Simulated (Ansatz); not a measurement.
## MoSi$_{2}$: geometry relaxation (part 2 of 2)

MoSi$_{2}$ (slab, 9 atoms in the cell); DFT PBE, scalar-relativistic, plane waves, PAW, no spin polarisation (Ansatz 0.2.0); cutoff 420 eV, 11×11×1 k-mesh, Gaussian smearing of 0.1 eV. The structure derives from a Materials Project entry. It belongs to a series of runs on one base structure; here: (0 0 1) slab, atoms relaxed.

Geometry of the input (Å; fractional positions):
```
3.2169  0.0000  0.0000
0.0000  3.2169  0.0000
0.0000  0.0000  25.4697
Si 0.0000  0.0000  0.2945
Mo 0.5000  0.5000  0.3454
Si 0.0000  0.0000  0.3964
Si 0.5000  0.5000  0.4490
Mo 0.0000  0.0000  0.5000
Si 0.5000  0.5000  0.5510
Si 0.0000  0.0000  0.6036
Mo 0.5000  0.5000  0.6546
Si 0.0000  0.0000  0.7055
```

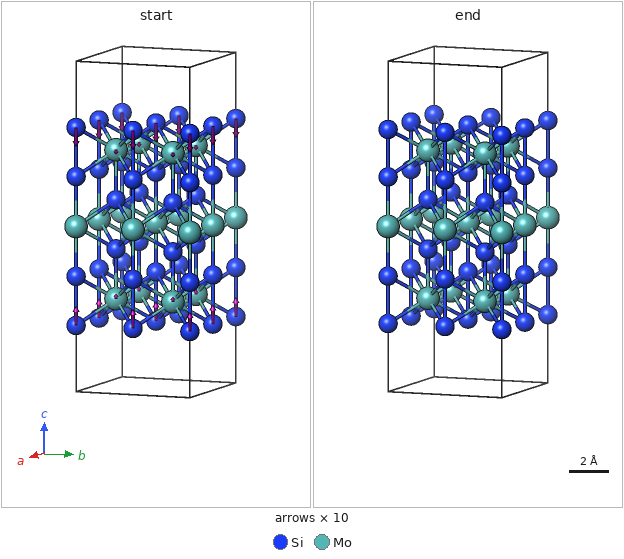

Figure 1. Before (left) and after (right) the relaxation, at one scale (ball-and-stick view of the 2 × 2 repeat of the cell, with the vacuum cut short, seen slightly off an axis). The pink arrows give the displacements, magnified 10 times. After 3 geometry steps the energy has fallen by 61.2 meV per cell of the calculation. Largest force component: 0.57 eV/Å at the start, 0.0065 eV/Å at the end. The largest moves, 0.10 Å, are those of Si1 and Si9. By element the largest moves are Si 0.10 Å, Mo 0.03 Å. The cell stays as it was. Among the contacts that change: Si1–Si3 2.597 → 2.509 Å, Mo2–Si4 2.638 → 2.597 Å, Mo8–Si9 2.619 → 2.582 Å, Mo5–Si7 2.638 → 2.621 Å. Among the angles that change: Mo2–Si1–Mo2 120.6° → 123.5°. (Atoms are counted from 1 in the order of the input.)

```
WARN: The output density's exchange-correlation potential varies sharply where the density is thin. Do not read a vacuum level from v_tot or v_xc, or from such a field of the output density. On a cell that repeats whose density bears no net charge and no dipole along the vacuum's axis use v_es (v_loc + v_h of the components); under efield.dipole_correction with no amplitude use v_es + v_field, which holds any external_charges[].barrier, or the levels of the report's work_function block, which leave it out; under a non-zero efield.amplitude the vacuum is tilted and has no level; on a cell that repeats and bears such a dipole with no correction it is tilted too, and efield.dipole_correction with no amplitude gives each side of its ramp a level where efield: is served; in a cell that repeats whose density bears a net charge (total_charge, or a fill off its count) it is curved and has none; of a slab under crystal.periodic whose density bears no net charge use v_es, which has a level on each side, short of where the two are joined; of another it falls or rises all the way out and has none; of a slab beside external_charges read slab_vacuum_level instead, which it has where they leave it neutral. The grid or the basis barely resolves most such structure, and the values can differ between equally converged runs; as a rule a tighter scf.convergence.dr2_threshold does not remove it. Where the density itself ripples (under the LDA too) a higher basis.ecutwfc lessens it. The files hold the spikes' plane waves up to the density's cutoff. Files: v_tot_of_output_density and the like, and their columns of v_z.tsv (output.write_potential); v_xc_of_output_density and the like, and their columns of v_comp_z.tsv (output.write_potential_components). Measured: with its Gaussian average of σ = 0.25 Å subtracted twice, the exchange-correlation potential is over 0.1 eV at 6 of the grid points where the equally averaged density (valence and model cores) is under 1e-3 e/Å³, and 0.144 eV at the most among them, at an averaged density of 6.5e-9 e/Å³. See output.write_potential in the manual, Limitations
SCF converged after 8 iterations
Free energy (F): -18684.388911 eV
Harris-Foulkes:  -18684.388911 eV  (|F-HF|=2.44e-9)
Internal energy: -18684.379234 eV  (E = F + TS)
E sigma→0 (E₀):  -18684.384073 eV
Entropy (-TS):   -0.009676 eV (-1.075 meV/atom)
Fermi energy:    4.895123 eV
Dipole field:    D = 0.000008 V/Å  (p = 0.000011 e·Å, saw-weighted, corrected)
Work function:   Φ+ = 4.4492 eV   Φ− = 4.4494 eV
Levels:          The Fermi level and band energies are counted from a zero that moves with the ramp; work functions are not
--- Per-component energies (eV) ---
  E_band       = -851.277327
  E_kinetic    = 1584.448542
  E_local      = -52437.855955  (includes V_loc(G=0)·N_el)
  E_nonlocal   = 581.140850
  E_hartree    = 25423.254566
  E_xc         = -890.077099
  E_vxc        = -978.966953  (∫ρ·V_xc dr)
  E_paw        = -12679.966437  (= ΣΔE_a)
  E_vpaw       = -446.554523  (= ΣTr[D̂ρ^β])
  E_aug_tail   = 0.000106  (compensation charges beyond the density's cutoff)
  E_efield     = 0.000000  (sawtooth field / dipole correction)
  E_vefield    = 0.000000  (∫n·V_field dr)
  E_ewald      = 19734.676192
  E_smearing   = -0.009676  (= −TS)
  E_closure    = 0.000000  (closes the sum)
  Σ components = -18684.388911   (vs F -18684.388911, Δ=0.00e0)
--- Forces (eV/Å), atoms counted from 1 ---
  atom   1  Si    -0.00000000     0.00000000    -0.00111476
  atom   2  Mo     0.00000000     0.00000000     0.00067881
  atom   3  Si    -0.00000000    -0.00000000    -0.00057758
  atom   4  Si    -0.00000000     0.00000000    -0.00643964
  atom   5  Mo    -0.00000000    -0.00000000    -0.00010784
  atom   6  Si     0.00000000     0.00000000     0.00646072
  atom   7  Si     0.00000000     0.00000000     0.00061283
  atom   8  Mo    -0.00000000     0.00000000    -0.00058951
  atom   9  Si     0.00000000    -0.00000000     0.00109309
  max |Σ_I F_I| component: 1.61e-5 eV/Å
--- Band table (eV; the first three rows and the last of 21) ---
  k-point 0: bands = ["-55.6848", "-55.6848", "-55.6786", "-29.8323", "-29.8072", "-29.8042", "-29.7768", "-29.7768", "-29.7768", "-29.7768", "-29.7526", "-29.7526", "-8.0881", "-7.3855", "-5.5588", "-4.7800", "-2.8789", "-0.8191", "-0.2542", "1.6132", "1.7415", "1.9705", "2.6193", "2.6193", "2.7173", "3.0559", "3.2647", "3.2647", "4.2933", "4.2933", "5.3407", "5.3556", "5.5110", "5.5303", "5.5303", "5.9536", "6.1840", "6.8032", "6.8032", "8.0157", "8.0157", "8.0696"]
  k-point 1: bands = ["-55.6834", "-55.6834", "-55.6772", "-29.8298", "-29.8049", "-29.8021", "-29.7966", "-29.7966", "-29.7749", "-29.7748", "-29.7720", "-29.7507", "-7.9640", "-7.2700", "-5.4293", "-4.6821", "-2.8021", "-0.8099", "-0.1710", "1.4372", "1.5922", "1.9638", "2.1495", "2.6902", "2.7884", "2.9528", "3.1887", "3.2957", "4.1060", "4.3123", "4.6933", "4.8604", "4.9869", "5.4319", "5.9051", "6.2763", "6.3382", "6.6603", "7.3526", "7.5365", "8.0888", "8.5823"]
  k-point 2: bands = ["-55.6798", "-55.6798", "-55.6737", "-29.8498", "-29.8496", "-29.8241", "-29.8226", "-29.7984", "-29.7964", "-29.7697", "-29.7697", "-29.7457", "-7.5976", "-6.9304", "-5.0557", "-4.3979", "-2.6050", "-0.9169", "0.0339", "0.6377", "0.9485", "1.8454", "1.8769", "2.6421", "2.8775", "2.9819", "2.9843", "3.2946", "3.7018", "3.9653", "3.9840", "4.3733", "4.5405", "5.4165", "5.7308", "6.3872", "6.5985", "6.8724", "7.0084", "7.8482", "8.1782", "8.6052"]
  k-point 20: bands = ["-55.6517", "-55.6517", "-55.6459", "-29.9800", "-29.9800", "-29.9794", "-29.9793", "-29.9525", "-29.9518", "-29.7741", "-29.7524", "-29.7524", "-4.1776", "-4.1079", "-3.9576", "-1.9595", "-1.4422", "-1.3874", "-0.9297", "-0.4171", "-0.0542", "0.5257", "1.0973", "1.3412", "1.4224", "1.4722", "1.5297", "2.5734", "2.7274", "3.1050", "3.4218", "3.4809", "3.7563", "5.0924", "6.2383", "6.9127", "7.1384", "7.1982", "7.3311", "7.9420", "8.6507", "8.6751"]
--- Relaxed structure (4 steps of the walk, 4 accepted, 0 SCFs on fresh bases) ---
  F+E_penalty+E_count = -18684.38891067 eV   max|allowed force component| = 6.459e-3 eV/Å
  atoms:
    - { symbol: Si, position: [6.3201511239506215e-18, 9.354643232821231e-37, 0.29857655572465336] }
    - { symbol: Mo, position: [0.5, 0.5, 0.3465139667464177] }
    - { symbol: Si, position: [1.0259560552588778e-18, -9.35464323282124e-37, 0.39709204129615916] }
    - { symbol: Si, position: [0.5, 0.5, 0.4484773772240304] }
    - { symbol: Mo, position: [1.0163206767981506e-22, 5.612785939692744e-36, 0.5000000660682202] }
    - { symbol: Si, position: [0.5, 0.5, 0.5515226215467042] }
    - { symbol: Si, position: [-1.0259522335907338e-18, -9.35464323282124e-37, 0.6029079611882027] }
    - { symbol: Mo, position: [0.5, 0.5, 0.6534859745857662] }
    - { symbol: Si, position: [-6.3201644386172686e-18, -9.35464323282124e-37, 0.7014234356198473] }
```

**Trajectory as extended XYZ (Å, eV, eV/Å), 4 frames, from step=1 to step=4**
```
9
Lattice="3.2169 0.0000 0.0000 0.0000 3.2169 0.0000 0.0000 0.0000 25.4697" Properties=species:S:1:pos:R:3:forces:R:3 step=1 energy=-18684.32773
Si    0.0000    0.0000    7.5000    0.0000   0.0000   0.5665
Mo    1.6084    1.6084    8.7984    0.0000   0.0000  -0.0034
Si    0.0000    0.0000   10.0968    0.0000   0.0000  -0.3057
Si    1.6084    1.6084   11.4364    0.0000   0.0000  -0.3455
Mo    0.0000    0.0000   12.7348    0.0000   0.0000  -0.0001
Si    1.6084    1.6084   14.0332    0.0000   0.0000   0.3455
Si    0.0000    0.0000   15.3728    0.0000   0.0000   0.3057
Mo    1.6084    1.6084   16.6713    0.0000   0.0000   0.0034
Si    0.0000    0.0000   17.9697    0.0000   0.0000  -0.5665
9
Lattice="3.2169 0.0000 0.0000 0.0000 3.2169 0.0000 0.0000 0.0000 25.4697" Properties=species:S:1:pos:R:3:forces:R:3 step=2 energy=-18684.38567
Si    0.0000    0.0000    7.5924    0.0000   0.0000   0.0840
Mo    1.6084    1.6084    8.8324    0.0000   0.0000  -0.1809
Si    0.0000    0.0000   10.1060    0.0000   0.0000   0.1111
Si    1.6084    1.6084   11.4254    0.0000   0.0000  -0.0358
Mo    0.0000    0.0000   12.7348    0.0000   0.0000   0.0001
Si    1.6084    1.6084   14.0442    0.0000   0.0000   0.0357
Si    0.0000    0.0000   15.3636    0.0000   0.0000  -0.1110
Mo    1.6084    1.6084   16.6373    0.0000   0.0000   0.1809
Si    0.0000    0.0000   17.8773    0.0000   0.0000  -0.0840
9
Lattice="3.2169 0.0000 0.0000 0.0000 3.2169 0.0000 0.0000 0.0000 25.4697" Properties=species:S:1:pos:R:3:forces:R:3 step=3 energy=-18684.38865
Si    0.0000    0.0000    7.6041    0.0000   0.0000  -0.0255
Mo    1.6084    1.6084    8.8206    0.0000   0.0000   0.0567
Si    0.0000    0.0000   10.1118    0.0000   0.0000  -0.0014
Si    1.6084    1.6084   11.4210    0.0000   0.0000  -0.0011
Mo    0.0000    0.0000   12.7348    0.0000   0.0000   0.0000
Si    1.6084    1.6084   14.0487    0.0000   0.0000   0.0011
Si    0.0000    0.0000   15.3579    0.0000   0.0000   0.0014
Mo    1.6084    1.6084   16.6491    0.0000   0.0000  -0.0567
Si    0.0000    0.0000   17.8655    0.0000   0.0000   0.0256
9
Lattice="3.2169 0.0000 0.0000 0.0000 3.2169 0.0000 0.0000 0.0000 25.4697" Properties=species:S:1:pos:R:3:forces:R:3 step=4 energy=-18684.38891
Si    0.0000    0.0000    7.6046    0.0000   0.0000  -0.0011
Mo    1.6084    1.6084    8.8256    0.0000   0.0000   0.0007
Si    0.0000    0.0000   10.1138    0.0000   0.0000  -0.0006
Si    1.6084    1.6084   11.4226    0.0000   0.0000  -0.0064
Mo    0.0000    0.0000   12.7348    0.0000   0.0000  -0.0001
Si    1.6084    1.6084   14.0471    0.0000   0.0000   0.0065
Si    0.0000    0.0000   15.3559    0.0000   0.0000   0.0006
Mo    1.6084    1.6084   16.6441    0.0000   0.0000  -0.0006
Si    0.0000    0.0000   17.8650    0.0000   0.0000   0.0011
```

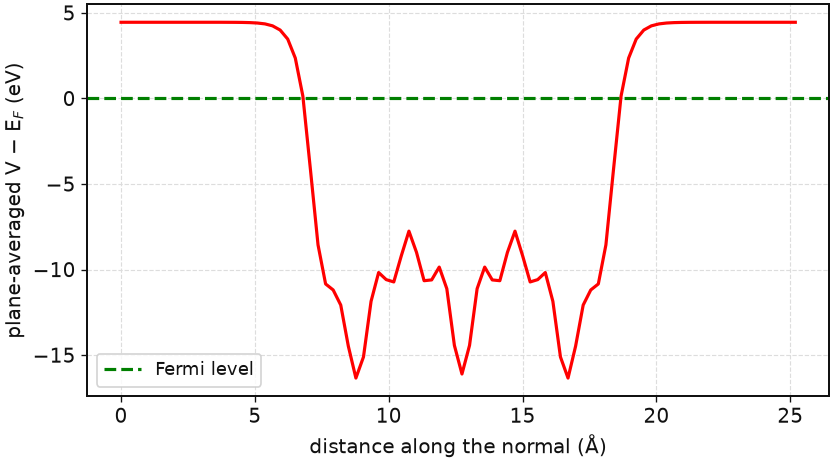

Figure 2. Plane average of the electrostatic potential energy of an electron across the cell, from the Fermi level. The vacuum level lies 4.45 eV above the Fermi level.

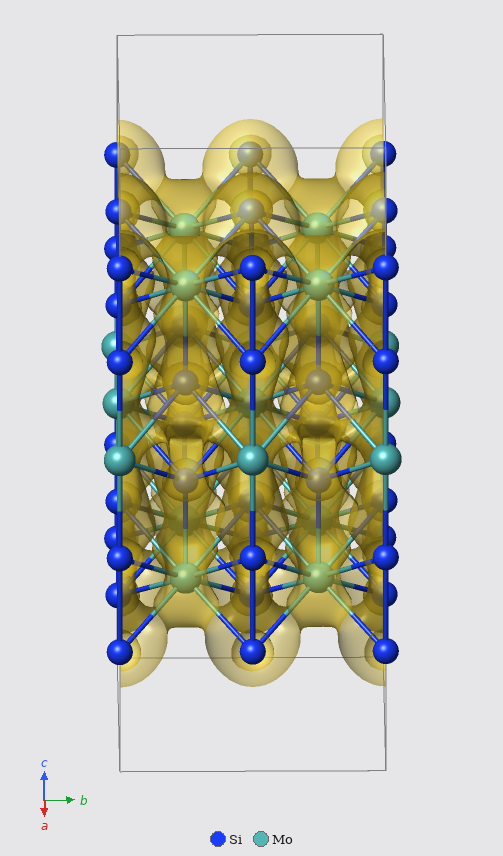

Figure 3. Isosurface of the valence electron density at 0.3 e/Å³ (yellow), seen at an oblique angle. Sticks mark near contacts. At this value the density is joined into sheets; it holds about 85 % of the electrons treated as valence (semicore included). On the grid the lowest density along these lines, outside the cores, is 0.37 e/Å³ (Si–Si, 2.51 Å), 0.4 e/Å³ (Si–Mo, 2.58 Å) and 0.39 e/Å³ (Si–Mo, 2.63 Å). The fields are those of the smooth PAW valence density.

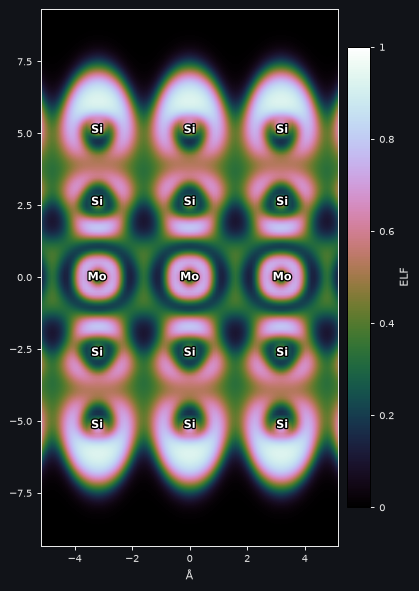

Figure 4. Electron localisation function on the (100) plane of the calculation cell, a cut from vacuum to vacuum. Si–Si (2.51 Å): the ELF is about 0.55 at the midpoint. Si–Mo (2.62 Å): the ELF is about 0.40 at the midpoint. The strong features right at Mo lie inside the PAW spheres (semicore, d or f shells) and say nothing about bonding.

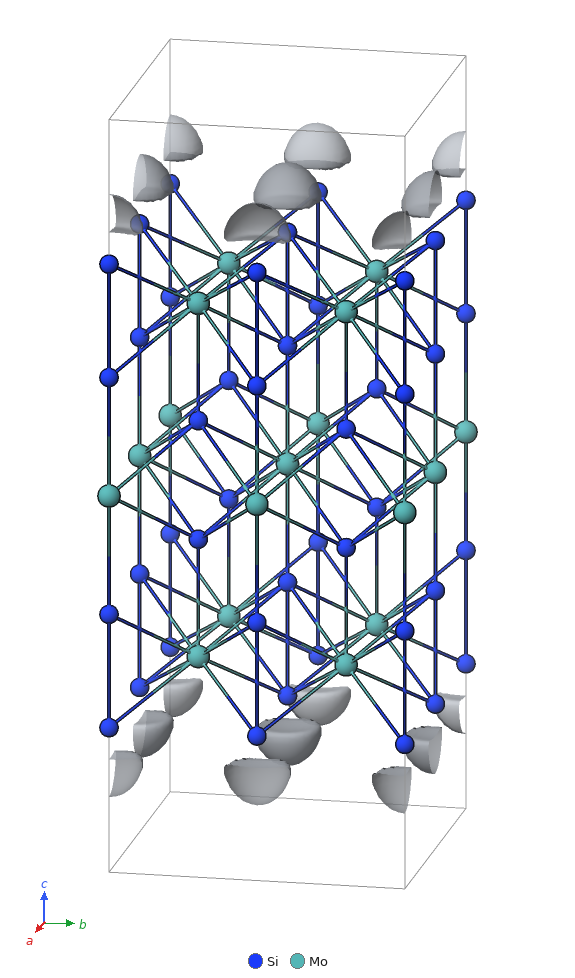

Figure 5. Isosurface of the ELF at 0.85 (grey), seen slightly off an axis. Core shells and regions of very low density are left out. Sticks mark near contacts. Counts are for one cell; the picture repeats the cell along the surface. Along the contacts the grid gives the following. Si–Si (2.51 Å): the ELF is about 0.55 at the midpoint. Si–Mo (2.58 Å): the ELF is about 0.40 at the midpoint.

**Summary**

| quantity | value |
| --- | --- |
| outcome | converged |
| electrons treated | 66 |
| free energy | −18684.3889 eV |
| work function, top face | 4.45 eV |
| work function, bottom face | 4.45 eV |
| Fermi energy | 4.895 eV |
| gap on the k-point mesh | none (metallic) |
| final volume | 263.57 Å³ |
| work function (upper face) | 4.45 eV |
| largest force (length of the vector) at the end | 0.006 eV/Å |
| wall time | 38 s (CPU time 2.4 min) |
| peak memory | 0.7 GiB |

**Remarks**

The program warns: the exchange-correlation potential is rough where the density is thin.
